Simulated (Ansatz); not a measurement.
**Single-point calculation of C$_{41}$O (part 2 of 2)**

Continued. System: C$_{41}$O (slab, 42 atoms in the cell). Method: DFT PBE+D3(BJ), scalar-relativistic, plane waves, PAW, PAW set soft_1, no spin polarisation (Ansatz 0.2.0); cutoff 420 eV, 4×4×1 k-mesh, Gaussian smearing of 0.05 eV. The structure derives from an entry of the Crystallography Open Database.

### Output, continued
```
--- Forces (eV/Å), atoms counted from 1 ---
  atom   1  C     -2.58671077     6.09353612     1.14130440
  atom   2  C     -2.58660716     6.09165254     1.14172717
  atom   3  C     -2.58586879     6.09320989     1.14132257
  atom   4  C     -2.58687276     6.09146141     1.14171098
  atom   5  C      2.58660659    -6.09359066     1.14126166
  atom   6  C      2.58644484    -6.09174523     1.14181560
  atom   7  C      2.58592600    -6.09328540     1.14147814
  atom   8  C      2.58700703    -6.09130882     1.14157293
  atom   9  C     -0.16030473     0.37795595    -1.15232435
  atom  10  C     -0.16124440     0.37866368    -1.15349219
  atom  11  C     -0.16097365     0.37843009    -1.15246407
  atom  12  C     -0.16160177     0.37843966    -1.15330046
  atom  13  C      0.16125353    -0.37775368    -1.15236428
  atom  14  C      0.16143837    -0.37860210    -1.15344605
  atom  15  C      0.16015695    -0.37801228    -1.15256121
  atom  16  C      0.16137150    -0.37862639    -1.15317361
  atom  17  C     -0.00262794    -0.00511428     0.01012558
  atom  18  C     -0.00340562    -0.00503973     0.01269703
  atom  19  C     -0.00283958    -0.00719619     0.01067873
  atom  20  C     -0.00338090    -0.00496781     0.01264546
  atom  21  C      0.00360126     0.00642651     0.00984804
  atom  22  C      0.00329075     0.00489611     0.01276601
  atom  23  C      0.00308753     0.00452121     0.01140449
  atom  24  C      0.00316245     0.00540857     0.01257564
  atom  25  C      0.00704726    -0.00274818    -0.00645638
  atom  26  C      0.00428644     0.00454498    -0.01207021
  atom  27  C      0.00350436     0.00306668    -0.00225835
  atom  28  C      0.00567427     0.00420876    -0.01225699
  atom  29  C     -0.00661422     0.00065133    -0.00414702
  atom  30  C     -0.00541234    -0.00484849    -0.01236331
  atom  31  C     -0.00620766     0.00287057    -0.01044213
  atom  32  C     -0.00460786    -0.00546574    -0.00977467
  atom  33  C      0.00364474    -0.00448842     0.00612026
  atom  34  C      0.00964668    -0.01021881     0.01298887
  atom  35  C      0.00574622    -0.00757140     0.02021957
  atom  36  C      0.00882399    -0.00888820     0.01108850
  atom  37  C     -0.00837579     0.00492169     0.01192794
  atom  38  C     -0.00917739     0.01041639     0.01219401
  atom  39  C     -0.00262251     0.00261697     0.00322187
  atom  40  C     -0.00974002     0.00834402     0.01467577
  atom  41  O      0.00391028     0.00385969     1.54037305
  atom  42  C     -0.00043007    -0.00064677    -1.56441323
  max |Σ_I F_I| component: 4.36e-4 eV/Å
--- Band table (eV; the first three rows and the last of 10) ---
  k-point 0: bands = ["-26.0607", "-21.3235", "-21.0435", "-19.9486", "-19.8238", "-19.6936", "-19.5647", "-19.4734", "-19.2166", "-18.2201", "-18.1032", "-17.8192", "-17.6986", "-16.7594", "-16.5643", "-16.0102", "-15.9742", "-15.9069", "-15.8596", "-15.3306", "-15.3052", "-14.4177", "-14.3968", "-14.2674", "-14.1755", "-13.9052", "-13.8186", "-12.6020", "-12.5418", "-11.3524", "-11.3315", "-11.2740", "-11.2694", "-11.1762", "-11.1083", "-11.1015", "-10.5933", "-10.5658", "-10.1639", "-10.1424", "-10.0505", "-9.6851", "-9.6304", "-8.9226", "-8.9219", "-8.7362", "-8.6956", "-8.6925", "-8.6908", "-8.6514", "-8.6043", "-8.1930", "-8.1454", "-7.9615", "-7.8399", "-7.8127", "-7.8045", "-7.7773", "-7.7198", "-7.3887", "-7.3029", "-7.1061", "-6.9793", "-6.4293", "-6.2858", "-6.1182", "-6.1050", "-5.4843", "-5.3382", "-5.3357", "-4.8229", "-4.7365", "-4.6593", "-4.6170", "-4.3465", "-4.0631", "-3.9731", "-3.9269", "-3.8788", "-3.6639", "-3.4897", "-3.4206", "-3.3589", "-2.7619", "-2.5854", "-2.5169", "-1.9769", "-1.9143", "-1.8283", "-1.6162", "-1.4702", "-1.3255", "-1.3074", "-0.8514", "-0.6644", "-0.4999", "-0.3503", "0.0674", "0.7657", "0.7772", "0.7978", "1.2821", "1.4071", "1.8443", "1.9226", "2.3954", "2.4881", "2.9479", "3.0203", "3.2200", "3.5588", "4.0027", "4.1427", "4.2043", "4.4517", "4.6257", "4.6604", "4.6796", "4.8653", "4.9632", "5.1614", "5.2548", "5.4076", "5.4963", "5.6016", "5.6138", "5.7196"]
  k-point 1: bands = ["-26.0607", "-21.2283", "-20.9596", "-20.4793", "-20.2932", "-19.3842", "-19.1382", "-19.0318", "-18.9573", "-18.6171", "-18.4576", "-17.2537", "-17.1858", "-16.9846", "-16.9715", "-16.5747", "-16.4240", "-16.0867", "-15.9518", "-15.3360", "-15.3353", "-14.2977", "-14.2159", "-13.6440", "-13.5837", "-13.4766", "-13.4711", "-12.7743", "-12.7131", "-12.1116", "-12.0794", "-11.2515", "-11.1807", "-11.1756", "-11.0170", "-10.9833", "-10.4235", "-10.3952", "-10.3628", "-10.3425", "-9.9114", "-9.3270", "-9.2952", "-9.2304", "-9.2281", "-9.1320", "-9.1248", "-8.8211", "-8.6945", "-8.6935", "-8.3606", "-8.3024", "-8.1267", "-8.0174", "-7.7320", "-7.7085", "-7.5677", "-7.5658", "-7.5550", "-7.3514", "-7.3082", "-7.0474", "-6.7315", "-6.3722", "-6.3537", "-6.1063", "-5.8641", "-5.3124", "-5.2684", "-4.8528", "-4.8099", "-4.7373", "-4.7187", "-4.6172", "-4.5724", "-4.4262", "-4.1421", "-3.9952", "-3.9265", "-3.8629", "-3.6564", "-3.6175", "-3.4951", "-3.0445", "-2.8989", "-2.4806", "-2.3889", "-1.6097", "-1.6085", "-1.4955", "-1.4572", "-0.8765", "-0.8383", "-0.6751", "-0.5705", "-0.2233", "0.0895", "0.3022", "0.7547", "0.7766", "0.8298", "0.8328", "1.2267", "1.3231", "1.6459", "2.5543", "2.6686", "2.9099", "3.1389", "3.2326", "3.3722", "3.4860", "3.7028", "3.7318", "4.3623", "4.5526", "4.6384", "4.7103", "4.8841", "4.9094", "5.1169", "5.1319", "5.1889", "5.4180", "5.5674", "5.6593", "5.7186"]
  k-point 2: bands = ["-26.0607", "-20.9455", "-20.9437", "-20.7093", "-20.7075", "-19.1250", "-19.1227", "-18.9125", "-18.9101", "-17.9948", "-17.9944", "-17.9877", "-17.9872", "-16.6178", "-16.6147", "-16.5284", "-16.5256", "-16.0978", "-16.0974", "-15.9979", "-15.9979", "-13.3500", "-13.3476", "-13.3415", "-13.3391", "-12.9172", "-12.9156", "-12.8916", "-12.8899", "-12.5005", "-12.5002", "-12.4379", "-12.4378", "-11.1775", "-10.3101", "-10.3093", "-10.2722", "-10.2709", "-9.9979", "-9.9943", "-9.9823", "-9.9792", "-9.4991", "-9.4971", "-9.3564", "-9.3555", "-9.3512", "-9.3505", "-8.6946", "-8.6937", "-7.9233", "-7.9215", "-7.8603", "-7.8587", "-7.8346", "-7.8329", "-7.6374", "-7.6348", "-7.3659", "-7.3658", "-7.3650", "-7.3650", "-6.2009", "-6.1982", "-6.1063", "-5.4779", "-5.4771", "-5.4735", "-5.4732", "-5.1005", "-5.0963", "-4.8470", "-4.8295", "-4.6041", "-4.5958", "-4.2032", "-4.2003", "-4.0274", "-4.0273", "-3.8798", "-3.8788", "-3.5867", "-3.5863", "-3.5796", "-3.5794", "-1.9808", "-1.9788", "-1.9558", "-1.9540", "-1.1018", "-1.0959", "-1.0770", "-1.0689", "-0.0600", "-0.0577", "0.2712", "0.2721", "0.7492", "0.7765", "0.8956", "0.8972", "0.9165", "0.9199", "1.2770", "1.2784", "1.5551", "1.5562", "2.9650", "3.0487", "3.6741", "3.7045", "3.7734", "3.9147", "4.1252", "4.1581", "4.1755", "4.1803", "4.2147", "4.2183", "4.8113", "4.8717", "4.9008", "5.0967", "5.5999", "5.7156", "5.8222", "5.9008"]
  k-point 9: bands = ["-26.0607", "-20.8965", "-20.8961", "-20.7610", "-20.7606", "-19.0779", "-19.0774", "-18.9618", "-18.9612", "-18.0938", "-18.0937", "-17.8831", "-17.8830", "-16.6064", "-16.6058", "-16.5473", "-16.5466", "-16.0680", "-16.0679", "-16.0169", "-16.0168", "-13.3597", "-13.3592", "-13.3317", "-13.3311", "-12.9416", "-12.9412", "-12.8617", "-12.8613", "-12.4920", "-12.4919", "-12.4443", "-12.4443", "-11.1775", "-10.3076", "-10.3073", "-10.2795", "-10.2789", "-9.9900", "-9.9899", "-9.9872", "-9.9855", "-9.3660", "-9.3658", "-9.3385", "-9.3383", "-9.2002", "-9.1997", "-8.6947", "-8.6942", "-8.3052", "-8.3048", "-7.8467", "-7.8467", "-7.8450", "-7.8441", "-7.3714", "-7.3713", "-7.3641", "-7.3639", "-7.3470", "-7.3465", "-6.5719", "-6.5713", "-6.1524", "-6.1520", "-6.1046", "-4.8733", "-4.8718", "-4.8559", "-4.8461", "-4.6727", "-4.6719", "-4.6517", "-4.6514", "-4.5680", "-4.5666", "-4.1404", "-4.1403", "-3.7648", "-3.7644", "-3.6686", "-3.6681", "-3.3177", "-3.3177", "-2.0822", "-2.0819", "-1.8619", "-1.8614", "-1.1962", "-1.1958", "-0.9910", "-0.9890", "-0.0726", "-0.0711", "0.3692", "0.3699", "0.6573", "0.6592", "0.7438", "0.7662", "0.9539", "0.9540", "1.5617", "1.5627", "1.6595", "1.6598", "3.1745", "3.3327", "3.7480", "3.7486", "4.0221", "4.1076", "4.1684", "4.3536", "4.3676", "4.4449", "4.6202", "4.6325", "4.7330", "4.7437", "5.0885", "5.1308", "5.1937", "5.1952", "5.3799", "5.3811"]
```

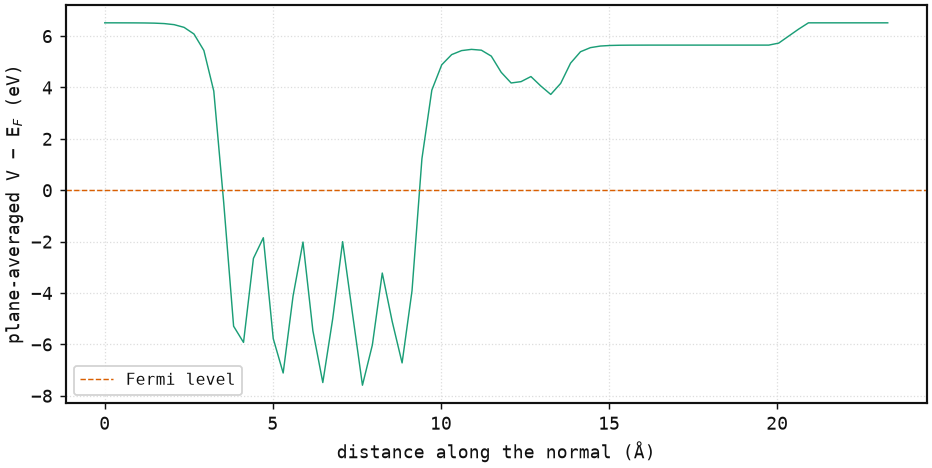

Plane average of the electrostatic potential energy of an electron across the cell, from the Fermi level. The vacuum level lies 5.65 eV above the Fermi level on the upper side and 6.52 eV on the lower.

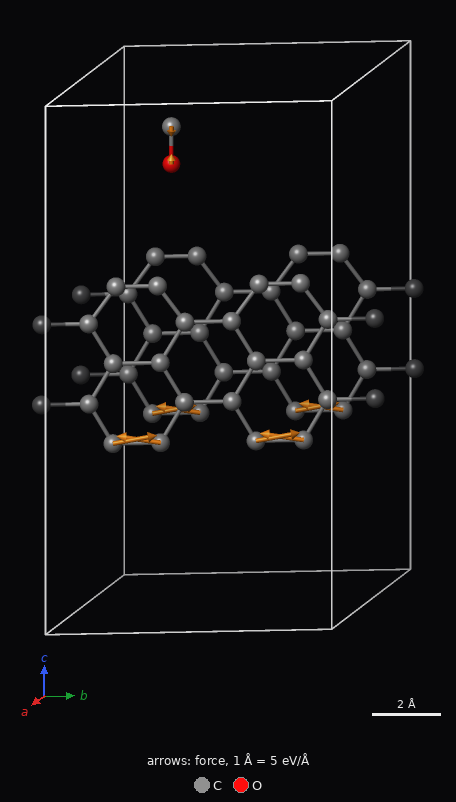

Forces on the atoms as orange arrows (ball-and-stick view of the cell of the calculation, with the vacuum cut short, seen slightly off an axis; neighbours outside the cell are drawn fainter); the smallest are left out. The largest act on C1, C2, C3, C4, C5, C6 and 2 more (6.72 eV/Å). Atoms are counted from 1 in the order of the input and aren't labelled in the picture. The geometry is not a stationary point of this energy.

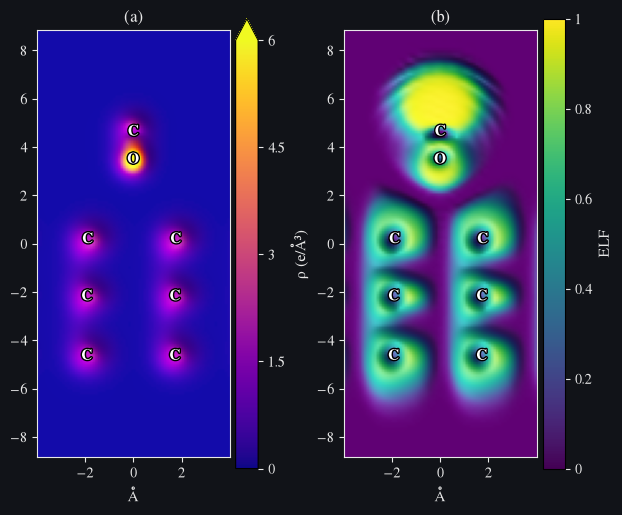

(a) valence charge density (pseudo); (b) ELF on the (010) plane of the calculation cell, a cut from vacuum to vacuum. The section cuts through C and O sites. C–O (1.15 Å): the density is about 4 e/Å³ at the midpoint; the ELF peaks at about 0.85 between the atoms (inside overlapping PAW spheres, so only a guide); a multiple bond by its length, whose ELF region spreads away from the axis. The density dies away to nearly zero in the vacuum. In a PAW calculation such maps are meaningful between the atoms, not at the nuclei.

### Results in brief

| quantity | value |
| --- | --- |
| outcome | converged |
| electrons treated | 170 |
| free energy | −10820.0702 eV |
| work function, top face | 5.65 eV |
| work function, bottom face | 6.52 eV |
| Fermi energy | −2.556 eV |
| gap on the k-point mesh | none (metallic) |
| work function (upper face) | 5.65 eV |
| largest force (length of the vector) | 6.718 eV/Å |
| wall time | 59 s (CPU time 3.9 min) |
| peak memory | 3.7 GiB |

### Remarks

The program warns: the exchange-correlation potential is rough where the density is thin.
